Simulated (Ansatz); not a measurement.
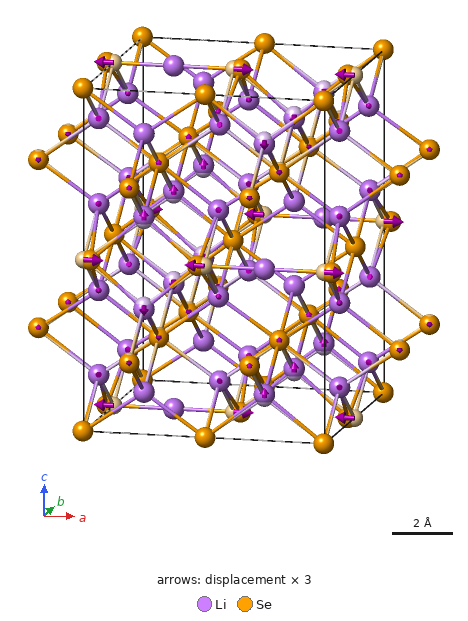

This is a relaxation of a defect cell of composition Li15Se8 (started half-way along a vacancy jump, in the symmetry of that start). The starting structure is drawn faded, the final one solid; purple arrows show the displacements, magnified 3 times.

The picture is a ball-and-stick view of the conventional cell (2 times the calculation's cell) (origin shifted), seen slightly off an axis. Lengths and directions refer to the drawn axes.

Level of theory: DFT PBEsol, scalar-relativistic, plane waves, PAW (Ansatz).

Input file:
```yaml
crystal:
  lattice:
    - [5.9447526219, 0.0, 5.9447526219]
    - [5.9447526219, 5.9447526219, 0.0]
    - [0.0, 5.9447526219, 5.9447526219]
  atoms:
    - { symbol: Li, position: [0.125, 0.625, 0.125] }
    - { symbol: Li, position: [0.625, 0.125, 0.125] }
    - { symbol: Li, position: [0.625, 0.625, 0.125] }
    - { symbol: Li, position: [0.125, 0.125, 0.625] }
    - { symbol: Li, position: [0.125, 0.625, 0.625] }
    - { symbol: Li, position: [0.625, 0.125, 0.625] }
    - { symbol: Li, position: [0.625, 0.625, 0.625] }
    - { symbol: Li, position: [0.375, 0.375, 0.375] }
    - { symbol: Li, position: [0.25, 1.0, 0.25] }
    - { symbol: Li, position: [0.875, 0.375, 0.375] }
    - { symbol: Li, position: [0.875, 0.875, 0.375] }
    - { symbol: Li, position: [0.375, 0.375, 0.875] }
    - { symbol: Li, position: [0.375, 0.875, 0.875] }
    - { symbol: Li, position: [0.875, 0.375, 0.875] }
    - { symbol: Li, position: [0.875, 0.875, 0.875] }
    - { symbol: Se, position: [0.0, 0.0, 0.5] }
    - { symbol: Se, position: [0.0, 0.5, 0.5] }
    - { symbol: Se, position: [0.5, 0.0, 0.5] }
    - { symbol: Se, position: [0.5, 0.5, 0.5] }
    - { symbol: Se, position: [0.0, 0.0, 0.0] }
    - { symbol: Se, position: [0.0, 0.5, 0.0] }
    - { symbol: Se, position: [0.5, 0.0, 0.0] }
    - { symbol: Se, position: [0.5, 0.5, 0.0] }
basis:
  ecutwfc: 420
kpoints:
  mp_grid: { grid: [4, 4, 4] }
hamiltonian:
  xc: pbesol
scf:
  occupations: { method: gaussian, width: 0.05 }
output:
  forces: true
  stress: true
  eigenvalues: true
  write_density: true
  write_potential: true
  elf: true
  volumetric_format: npy
relax:
  adjacent_minimum: "off"
  f_tol: 0.02
  max_steps: 60
  escape_saddle: false
```

Run as
```bash
ansatz run input.yaml --threads 4 --pin off --max-ram 9216MiB --backend cpu --events-out ev --progress --plain --runs-dir out
```

> What did the optimiser do to the structure, and how much energy did it gain?

Over 2 accepted moves (3 points after the start) the energy falls by 0.473 eV per cell of the calculation. The largest force component goes from 1.5 to 0.02 eV/Å. 1 step only repeated the SCF at the same geometry. The largest moves, 0.23 Å, are those of Se16 and Se22. Se22 goes along +a. By element the largest moves are Se 0.23 Å, Li 0.12 Å. The cell stays as it was. Near-neighbour distances that change, for instance: Li9–Se16 2.102 → 2.335 Å, Li15–Se16 2.574 → 2.466 Å, Li10–Se17 2.574 → 2.620 Å, Li10–Se21 2.574 → 2.542 Å. Bond angles that change, for instance: Se16–Li6–Se22 109.5° → 98.6°, Se16–Li5–Se19 109.5° → 114.5°, Se17–Li14–Se23 109.5° → 104.6°.

Limits of the set-up: the cell has an odd number of electrons but was run without spin polarisation; the periodic images lie only 8.4 Å apart, so the values are limited by the cell's size.
